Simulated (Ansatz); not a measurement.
# Si$_{6}$N: geometry relaxation (part 3 of 3)

Continued. System: Si$_{6}$N (slab, 7 atoms in the cell). Method: DFT PBEsol, scalar-relativistic, plane waves, PAW, spin-polarised (Ansatz 0.2.0); cutoff 420 eV, 9×9×1 k-mesh, Gaussian smearing of 0.05 eV, collinear spins. The structure derives from an entry of the Crystallography Open Database. The input holds or restrains some coordinates. Forces given for the steps count only the free coordinates. It belongs to a series of runs on one base structure; here: N put at a hollow Si-Si site.

Geometry of the input (Å; fractional positions):
```
3.8417  0.0000  0.0000
-1.9209  3.3270  0.0000
0.0000  0.0000  26.0577
Si 0.3333  0.6667  0.3262
Si 0.0000  0.0000  0.3563
Si 0.0000  0.0000  0.4466
Si 0.6667  0.3333  0.4759
Si 0.6667  0.3333  0.5685
Si 0.3333  0.6667  0.5944
N  0.0000  0.0000  0.5567
```

```
WARN: The output density's exchange-correlation potential varies sharply where the density is thin. Do not read a vacuum level from v_tot or v_xc, or from such a field of the output density. On a cell that repeats whose density bears no net charge and no dipole along the vacuum's axis use v_es (v_loc + v_h of the components); under efield.dipole_correction with no amplitude use v_es + v_field, which holds any external_charges[].barrier, or the levels of the report's work_function block, which leave it out; under a non-zero efield.amplitude the vacuum is tilted and has no level; on a cell that repeats and bears such a dipole with no correction it is tilted too, and efield.dipole_correction with no amplitude gives each side of its ramp a level where efield: is served; in a cell that repeats whose density bears a net charge (total_charge, or a fill off its count) it is curved and has none; of a slab under crystal.periodic whose density bears no net charge use v_es, which has a level on each side, short of where the two are joined; of another it falls or rises all the way out and has none; of a slab beside external_charges read slab_vacuum_level instead, which it has where they leave it neutral. The grid or the basis barely resolves most such structure, and the values can differ between equally converged runs; as a rule a tighter scf.convergence.dr2_threshold does not remove it. Where the density itself ripples (under the LDA too) a higher basis.ecutwfc lessens it. The files hold the spikes' plane waves up to the density's cutoff. Files: v_tot_of_output_density and the like, and their columns of v_z.tsv (output.write_potential); v_xc_of_output_density and the like, and their columns of v_comp_z.tsv (output.write_potential_components). Measured: with its Gaussian average of σ = 0.25 Å subtracted twice, the exchange-correlation potential is over 0.1 eV at 158 of the grid points where the equally averaged density (valence and model cores) is under 1e-3 e/Å³, and 0.390 eV at the most among them, at an averaged density of 1.2e-8 e/Å³. The input density's (outcome.potential() and, of a run that writes arrays, v_tot and v_xc) is over 0.1 eV, so measured, at 84 points of its own thin density, 0.300 eV at the most. See output.write_potential in the manual, Limitations
SCF converged after 9 iterations
Stability not checked: this state was not tested for a lower state beside it, because the mixer in use, unlike msr1, does not test its closes by its own steps (another_mixer; see scf.mixing.algorithm and scf.lower_state_search)
Magnetization: 0.9883 μB (14.9941 up, 14.0059 down)
Absolute magnetization: 1.0199 μB (∫|ρ↑−ρ↓|, with the PAW one-centre terms)
Spin contamination: 0.0089 ħ² per cell (⟨S²⟩ above its minimum at these occupations)
Per-site moments (μB) at R_I (Å): [(0.2169273231583362, 0.9704316147696357), (0.028986939860323826, 0.9704316147696357), (0.04676115817832067, 0.966691971116091), (0.020555327523981905, 0.966691971116091), (0.007083780198691739, 0.9327529272927092), (0.024167897489827034, 0.989701323974251), (0.03192750739527826, 0.9327529272927092)]
Free energy (F): -4102.583084 eV
Harris-Foulkes:  -4102.583084 eV  (|F-HF|=2.76e-10)
Internal energy: -4102.582147 eV  (E = F + TS)
E sigma→0 (E₀):  -4102.582616 eV
Entropy (-TS):   -0.000937 eV (-0.134 meV/atom)
Fermi energy:    -0.360589 eV
Dipole field:    D = -0.005478 V/Å  (p = -0.010083 e·Å, saw-weighted, corrected)
Work function:   Φ+ = 4.7007 eV   Φ− = 4.5580 eV
Levels:          The Fermi level and band energies are counted from a zero that moves with the ramp; work functions are not
--- Per-component energies (eV) ---
  E_band       = -170.255937
  E_kinetic    = 356.873425
  E_local      = -10754.289809  (includes V_loc(G=0)·N_el)
  E_nonlocal   = 202.130053
  E_hartree    = 5202.775496
  E_xc         = -382.918497
  E_vxc        = -350.518041  (∫ρ·V_xc dr)
  E_paw        = -3112.368324  (= ΣΔE_a)
  E_vpaw       = -30.106182  (= ΣTr[D̂ρ^β])
  E_aug_tail   = 0.000117  (compensation charges beyond the density's cutoff)
  E_efield     = 0.000028  (sawtooth field / dipole correction)
  E_vefield    = 0.103234  (∫n·V_field dr)
  E_ewald      = 4384.997901
  E_core_change = 0.217463  (= ΣΔE_core)
  E_smearing   = -0.000937  (= −TS)
  E_closure    = -0.000000  (closes the sum)
  Σ components = -4102.583084   (vs F -4102.583084, Δ=0.00e0)
--- Forces (eV/Å), atoms counted from 1 ---
  atom   1  Si     0.00000000     0.00000000     0.48634319
  atom   2  Si     0.00000000    -0.00000000    -0.65927066
  atom   3  Si     0.00000000     0.00000000     0.17266029
  atom   4  Si     0.00000000    -0.00000000    -0.00294229
  atom   5  Si     0.00000000     0.00000000     0.00298193
  atom   6  Si     0.00000000    -0.00000000    -0.00133444
  atom   7  N      0.00000000    -0.00000000     0.00158872
  max |Σ_I F_I| component: 2.68e-5 eV/Å
--- Band table (eV; the first three rows and the last of 24) ---
  k-point 0 ↑: bands = ["-15.9423", "-12.0924", "-10.8961", "-7.3133", "-7.1117", "-5.0402", "-4.4350", "-4.4350", "-2.1515", "-1.5327", "-1.5327", "-0.9455", "-0.9455", "-0.8094", "-0.5162", "-0.5162", "-0.2917", "1.1954", "2.0351", "2.2121", "2.4499", "2.4499", "2.9076"]
  k-point 1 ↑: bands = ["-15.8444", "-11.9511", "-10.7569", "-7.5643", "-7.1904", "-5.1736", "-4.6684", "-4.1154", "-2.6421", "-2.1948", "-1.8093", "-1.6451", "-1.3634", "-1.0827", "-0.4878", "-0.1887", "-0.1510", "1.7190", "2.1636", "2.7294", "2.7726", "3.1257", "3.2865"]
  k-point 2 ↑: bands = ["-15.5712", "-11.5361", "-10.3553", "-8.4810", "-6.9767", "-5.3109", "-5.1272", "-4.3665", "-3.7864", "-3.4540", "-2.3405", "-1.9868", "-1.5169", "-1.3202", "-0.6767", "-0.0067", "0.7597", "1.2819", "1.8948", "2.8972", "3.3358", "3.5669", "4.2612"]
  k-point 11 ↓: bands = ["-14.6498", "-9.7576", "-9.1224", "-9.0216", "-7.9372", "-7.6019", "-7.1611", "-4.7340", "-4.5715", "-3.6473", "-3.4878", "-2.6253", "-2.5679", "-0.2832", "0.1932", "0.2942", "1.0751", "1.4909", "2.6109", "3.0444", "3.4428", "4.6738", "5.3663"]
--- Relaxed structure (9 steps of the walk, 8 accepted, 0 SCFs on fresh bases) ---
  F+E_penalty+E_count = -4102.58308448 eV   max|allowed force component| = 2.982e-3 eV/Å
  atoms:
    - { symbol: Si, position: [0.33333333333333326, 0.6666666666666665, 0.3261993600999999] }
    - { symbol: Si, position: [0.0, 0.0, 0.3562936365999999] }
    - { symbol: Si, position: [0.0, 0.0, 0.44657646639999987] }
    - { symbol: Si, position: [0.6666666666666665, 0.33333333333333326, 0.4756103330299025] }
    - { symbol: Si, position: [0.6666666666666665, 0.33333333333333326, 0.5661328803466301] }
    - { symbol: Si, position: [0.33333333333333326, 0.6666666666666665, 0.6181230362558758] }
    - { symbol: N, position: [1.4927050624049024e-33, 4.322263780416142e-33, 0.5830148432763442] }
--- Löwdin populations: 7 sites ---
  site symbol       q [e]    m [muB]
     0     Si      3.9449     0.7036
     1     Si      3.9716     0.0025
     2     Si      3.9248     0.0929
     3     Si      3.9853     0.0441
     4     Si      3.5394     0.0133
     5     Si      3.6189     0.0793
     6      N      5.6444     0.0364
  spilling = 0.012783 (of n_electrons = 29.000000)
```

File populations.tsv:
```
# site	symbol	l	j	q_up	q_dn
# orbitals = lowdin
# n_electrons = 29.000000
# spilling = 0.012783
0	Si	0_3S	-	0.706386	0.623070
0	Si	1_3P	-	1.617884	0.997607
1	Si	0_3S	-	0.593055	0.596916
1	Si	1_3P	-	1.393995	1.387610
2	Si	0_3S	-	0.609177	0.591309
2	Si	1_3P	-	1.399673	1.324614
3	Si	0_3S	-	0.601033	0.593718
3	Si	1_3P	-	1.413677	1.376877
4	Si	0_3S	-	0.650355	0.646491
4	Si	1_3P	-	1.125994	1.116534
5	Si	0_3S	-	0.855346	0.851112
5	Si	1_3P	-	0.993768	0.918686
6	N	0_2S	-	0.912177	0.909715
6	N	1_2P	-	1.928225	1.894278
```

Trajectory as extended XYZ (Å, eV, eV/Å), 9 frames, from step=1 to step=9:
```
7
Lattice="3.8417 0.0000 0.0000 -1.9209 3.3270 0.0000 0.0000 0.0000 26.0577" Properties=species:S:1:pos:R:3:forces:R:3 step=1 energy=-4102.00989
Si    0.0000    2.2180    8.5000    0.0000   0.0000   0.5626
Si    0.0000    0.0000    9.2842    0.0000   0.0000  -0.8117
Si    0.0000    0.0000   11.6367    0.0000   0.0000   0.4954
Si    1.9209    1.1090   12.4013    0.0000   0.0000  -0.1800
Si    1.9209    1.1090   14.8134    0.0000   0.0000  -1.0515
Si    0.0000    2.2180   15.4874    0.0000   0.0000   1.0412
N     0.0000    0.0000   14.5074    0.0000   0.0000  -0.0559
7
Lattice="3.8417 0.0000 0.0000 -1.9209 3.3270 0.0000 0.0000 0.0000 26.0577" Properties=species:S:1:pos:R:3:forces:R:3 step=2 energy=-4102.13970
Si    0.0000    2.2180    8.5000    0.0000   0.0000   0.5502
Si    0.0000    0.0000    9.2842    0.0000   0.0000  -0.8365
Si    0.0000    0.0000   11.6367    0.0000   0.0000   0.3177
Si    1.9209    1.1090   12.3624    0.0000   0.0000   0.0026
Si    1.9209    1.1090   14.7655    0.0000   0.0000  -0.9015
Si    0.0000    2.2180   15.5731    0.0000   0.0000   0.7646
N     0.0000    0.0000   14.5112    0.0000   0.0000   0.1025
7
Lattice="3.8417 0.0000 0.0000 -1.9209 3.3270 0.0000 0.0000 0.0000 26.0577" Properties=species:S:1:pos:R:3:forces:R:3 step=3 energy=-4102.25912
Si    0.0000    2.2180    8.5000    0.0000   0.0000   0.4986
Si    0.0000    0.0000    9.2842    0.0000   0.0000  -0.7422
Si    0.0000    0.0000   11.6367    0.0000   0.0000   0.0342
Si    1.9209    1.1090   12.3530    0.0000   0.0000  -0.8145
Si    1.9209    1.1090   14.6301    0.0000   0.0000   0.4527
Si    0.0000    2.2180   15.7677    0.0000   0.0000   0.0006
N     0.0000    0.0000   14.5693    0.0000   0.0000   0.5701
7
Lattice="3.8417 0.0000 0.0000 -1.9209 3.3270 0.0000 0.0000 0.0000 26.0577" Properties=species:S:1:pos:R:3:forces:R:3 step=4 energy=-4102.41015
Si    0.0000    2.2180    8.5000    0.0000   0.0000   0.4602
Si    0.0000    0.0000    9.2842    0.0000   0.0000  -0.7438
Si    0.0000    0.0000   11.6367    0.0000   0.0000  -0.2913
Si    1.9209    1.1090   12.2950    0.0000   0.0000   0.1394
Si    1.9209    1.1090   14.6333    0.0000   0.0000  -0.2380
Si    0.0000    2.2180   15.8980    0.0000   0.0000  -0.0976
N     0.0000    0.0000   14.7641    0.0000   0.0000   0.7710
7
Lattice="3.8417 0.0000 0.0000 -1.9209 3.3270 0.0000 0.0000 0.0000 26.0577" Properties=species:S:1:pos:R:3:forces:R:3 step=5 energy=-4102.52138
Si    0.0000    2.2180    8.5000    0.0000   0.0000   0.4761
Si    0.0000    0.0000    9.2842    0.0000   0.0000  -0.7749
Si    0.0000    0.0000   11.6367    0.0000   0.0000  -0.3775
Si    1.9209    1.1090   12.2796    0.0000   0.0000   0.2467
Si    1.9209    1.1090   14.6055    0.0000   0.0000   0.2265
Si    0.0000    2.2180   15.9693    0.0000   0.0000  -0.1546
N     0.0000    0.0000   14.9595    0.0000   0.0000   0.3575
7
Lattice="3.8417 0.0000 0.0000 -1.9209 3.3270 0.0000 0.0000 0.0000 26.0577" Properties=species:S:1:pos:R:3:forces:R:3 step=6 energy=-4102.57735
Si    0.0000    2.2180    8.5000    0.0000   0.0000   0.4788
Si    0.0000    0.0000    9.2842    0.0000   0.0000  -0.6757
Si    0.0000    0.0000   11.6367    0.0000   0.0000  -0.0051
Si    1.9209    1.1090   12.3638    0.0000   0.0000   0.0623
Si    1.9209    1.1090   14.7085    0.0000   0.0000   0.0733
Si    0.0000    2.2180   16.0371    0.0000   0.0000   0.1190
N     0.0000    0.0000   15.1548    0.0000   0.0000  -0.0534
7
Lattice="3.8417 0.0000 0.0000 -1.9209 3.3270 0.0000 0.0000 0.0000 26.0577" Properties=species:S:1:pos:R:3:forces:R:3 step=7 energy=-4102.56952 accepted=F
Si    0.0000    2.2180    8.5000    0.0000   0.0000   0.4809
Si    0.0000    0.0000    9.2842    0.0000   0.0000  -0.6455
Si    0.0000    0.0000   11.6367    0.0000   0.0000   0.2671
Si    1.9209    1.1090   12.4052    0.0000   0.0000   0.1962
Si    1.9209    1.1090   14.8018    0.0000   0.0000  -0.1062
Si    0.0000    2.2180   16.2198    0.0000   0.0000  -0.2080
N     0.0000    0.0000   15.2497    0.0000   0.0000   0.0153
7
Lattice="3.8417 0.0000 0.0000 -1.9209 3.3270 0.0000 0.0000 0.0000 26.0577" Properties=species:S:1:pos:R:3:forces:R:3 step=8 energy=-4102.58286
Si    0.0000    2.2180    8.5000    0.0000   0.0000   0.4878
Si    0.0000    0.0000    9.2842    0.0000   0.0000  -0.6551
Si    0.0000    0.0000   11.6367    0.0000   0.0000   0.2092
Si    1.9209    1.1090   12.4001    0.0000   0.0000  -0.0653
Si    1.9209    1.1090   14.7562    0.0000   0.0000   0.0097
Si    0.0000    2.2180   16.1101    0.0000   0.0000  -0.0054
N     0.0000    0.0000   15.1918    0.0000   0.0000   0.0192
7
Lattice="3.8417 0.0000 0.0000 -1.9209 3.3270 0.0000 0.0000 0.0000 26.0577" Properties=species:S:1:pos:R:3:forces:R:3 step=9 energy=-4102.58308
Si    0.0000    2.2180    8.5000    0.0000   0.0000   0.4863
Si    0.0000    0.0000    9.2842    0.0000   0.0000  -0.6593
Si    0.0000    0.0000   11.6367    0.0000   0.0000   0.1727
Si    1.9209    1.1090   12.3933    0.0000   0.0000  -0.0029
Si    1.9209    1.1090   14.7521    0.0000   0.0000   0.0030
Si    0.0000    2.2180   16.1069    0.0000   0.0000  -0.0013
N     0.0000    0.0000   15.1920    0.0000   0.0000   0.0016
```

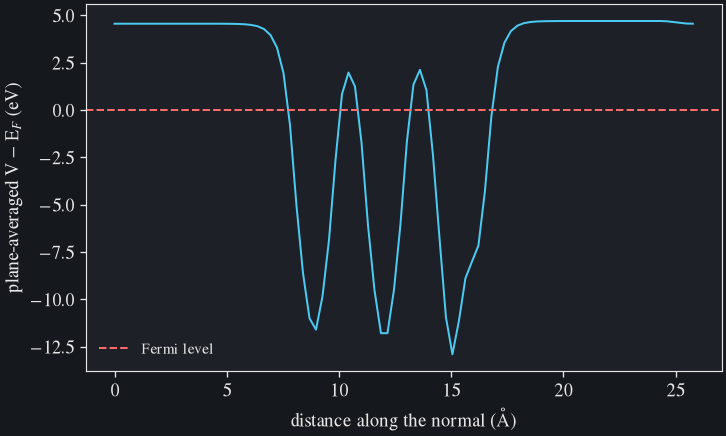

Fig. 1: Plane average of the electrostatic potential energy of an electron across the cell, from the Fermi level. The vacuum level lies 4.70 eV above the Fermi level on the upper side and 4.56 eV on the lower.

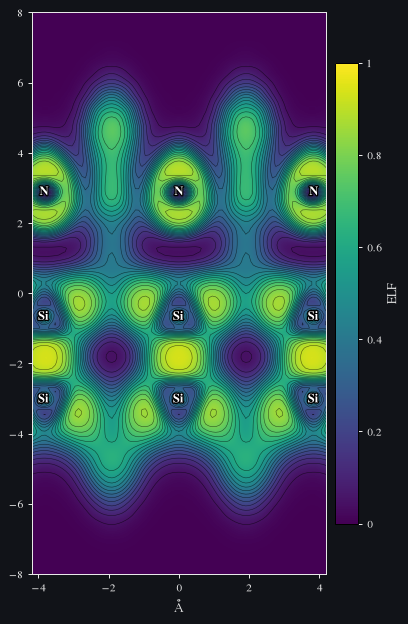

Fig. 2: ELF on the (100) plane of the calculation cell, a cut from vacuum to vacuum. The section cuts through Si and N sites. Si–Si (2.35 Å): the ELF peaks at about 0.95 between the atoms (localised, shared-pair bonding). The fields are those of the smooth PAW valence density.

Key numbers:

- outcome: converged under the restraints of the input
- electrons treated: 29
- free energy: −4102.5831 eV
- work function, top face: 4.70 eV
- work function, bottom face: 4.56 eV
- Fermi energy: −0.361 eV
- gap on the k-point mesh: none (metallic)
- net moment of the cell: 0.99 μB
- integrated absolute moment: 1.02 μB
- final volume: 333.06 Å³
- work function (upper face): 4.70 eV
- largest force (length of the vector) at the end, held atoms and coordinates included: 0.659 eV/Å
- wall time: 5.3 min
- peak memory: 0.6 GiB

Notes:

Warnings of the run: the exchange-correlation potential is rough where the density is thin.
